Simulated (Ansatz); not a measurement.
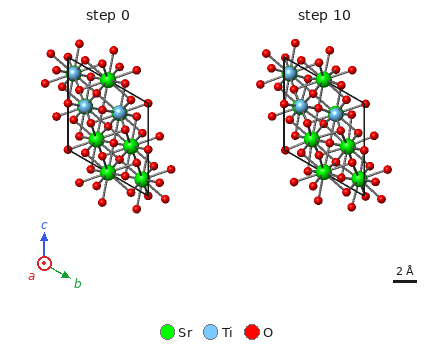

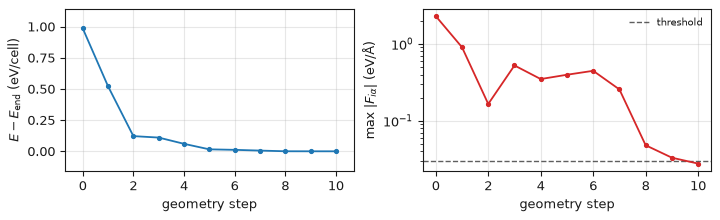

First and last geometry of a relaxation of a defect cell of composition Sr7Ti7O20, with the history of the run. A ball-and-stick model of the cell of the calculation (origin shifted), seen along the a axis.

Method: DFT PBEsol, scalar-relativistic, plane waves, PAW (Ansatz).

Input file:
```yaml
crystal:
  lattice:
    - [-3.8911418854, 3.8911418854, -3.8911418854]
    - [7.7822837707, 3.8911418854, 0.0]
    - [0.0, -7.7822837707, -3.8911418854]
  atoms:
    - { symbol: Sr, position: [0.8571428571, 0.4285714286, 0.1428571429] }
    - { symbol: Sr, position: [0.1428571429, 0.5714285714, 0.8571428571] }
    - { symbol: Sr, position: [0.5714285714, 0.2857142857, 0.4285714286] }
    - { symbol: Sr, position: [0.4285714286, 0.7142857143, 0.5714285714] }
    - { symbol: Sr, position: [0.7142857143, 0.8571428571, 0.2857142857] }
    - { symbol: Sr, position: [0.0, 0.0, 0.0] }
    - { symbol: Sr, position: [0.2857142857, 0.1428571429, 0.7142857143] }
    - { symbol: Ti, position: [0.0725477948, 0.288555087, 0.4290905887], spin: 1.0 }
    - { symbol: Ti, position: [0.3609227622, 0.4273363484, 0.1489253316], spin: 1.0 }
    - { symbol: Ti, position: [0.7857142857, 0.1428571429, 0.7142857143] }
    - { symbol: Ti, position: [0.6428571429, 0.5714285714, 0.8571428571] }
    - { symbol: Ti, position: [0.9285714286, 0.7142857143, 0.5714285714] }
    - { symbol: Ti, position: [0.2142857143, 0.8571428571, 0.2857142857] }
    - { symbol: Ti, position: [0.5, 0.0, 0.0] }
    - { symbol: O, position: [0.5, 0.5, 0.0] }
    - { symbol: O, position: [0.9285714286, 0.2142857143, 0.5714285714] }
    - { symbol: O, position: [0.7857142857, 0.6428571429, 0.7142857143] }
    - { symbol: O, position: [0.0714285714, 0.7857142857, 0.4285714286] }
    - { symbol: O, position: [0.3571428571, 0.9285714286, 0.1428571429] }
    - { symbol: O, position: [0.6428571429, 0.0714285714, 0.8571428571] }
    - { symbol: O, position: [0.3571428571, 0.4285714286, 0.6428571429] }
    - { symbol: O, position: [0.6428571429, 0.5714285714, 0.3571428571] }
    - { symbol: O, position: [0.0714285714, 0.2857142857, 0.9285714286] }
    - { symbol: O, position: [0.9285714286, 0.7142857143, 0.0714285714] }
    - { symbol: O, position: [0.2142857143, 0.8571428571, 0.7857142857] }
    - { symbol: O, position: [0.5, 0.0, 0.5] }
    - { symbol: O, position: [0.7857142857, 0.1428571429, 0.2142857143] }
    - { symbol: O, position: [0.1428571429, 0.0714285714, 0.3571428571] }
    - { symbol: O, position: [0.4285714286, 0.2142857143, 0.0714285714] }
    - { symbol: O, position: [0.8571428571, 0.9285714286, 0.6428571429] }
    - { symbol: O, position: [0.7142857143, 0.3571428571, 0.7857142857] }
    - { symbol: O, position: [0.0, 0.5, 0.5] }
    - { symbol: O, position: [0.2857142857, 0.6428571429, 0.2142857143] }
    - { symbol: O, position: [0.5714285714, 0.7857142857, 0.9285714286] }
  host:
    lattice:
      - [3.8911418854, 0.0, 0.0]
      - [0.0, 3.8911418854, 0.0]
      - [0.0, 0.0, 3.8911418854]
    atoms:
      - { symbol: Sr, position: [0.0, 0.0, 0.0] }
      - { symbol: Ti, position: [0.5, 0.5, 0.5] }
      - { symbol: O, position: [0.5, 0.0, 0.5] }
      - { symbol: O, position: [0.5, 0.5, 0.0] }
      - { symbol: O, position: [0.0, 0.5, 0.5] }
basis:
  ecutwfc: 420
  xc_grid: 2
kpoints:
  mp_grid: { grid: [3, 3, 3], shift: [0.0, 0.0, 0.0] }
hamiltonian:
  xc: pbesol
scf:
  occupations: { method: gaussian, width: 0.02 }
  lower_state_search: "off"
output:
  forces: true
  stress: false
  eigenvalues: true
  populations: true
  charged_corrections: { defect_position: [0.21428571, 0.35714286, 0.28571429] }
magnetization:
  spin_polarized: true
relax:
  adjacent_minimum: "off"
  f_tol: 0.03
  max_steps: 40
```

Launched with:
```bash
ansatz run input.yaml --threads 8 --pin off --max-ram 16384MiB --backend cpu --events-out ev --progress --plain --runs-dir out
```

**Did the run converge, and what did it change?**

It converged. After 10 geometry steps the energy has fallen by 0.986 eV per cell of the calculation. Largest force component: 2.3 eV/Å at the start, 0.028 eV/Å at the end. The largest moves, 0.27 Å, are those of O21 and O23. O23 goes roughly along [−1 −1 3]. By element the largest moves are O 0.27 Å, Ti 0.20 Å, Sr 0.10 Å. The cell doesn't change. Among the contacts that change: Sr2–O23 2.751 → 3.014 Å, Sr3–Ti9 3.312 → 3.547 Å, Sr2–O21 2.751 → 2.976 Å, Sr4–Ti9 3.341 → 3.545 Å. Among the angles between lasting bonds that change: O28–Ti8–O32 179.2° → 158.2°, O29–Ti9–O33 176.8° → 158.1°, O21–Ti8–O27 178.8° → 160.7°. The program noted that the starting moments weren't kept. The run took 12 min on 8 threads of Arm Neoverse V1, on a shared host, peak memory 3.5 GiB.

Limits of the set-up: the periodic images lie only 6.7 Å apart, so the values are limited by the cell's size.
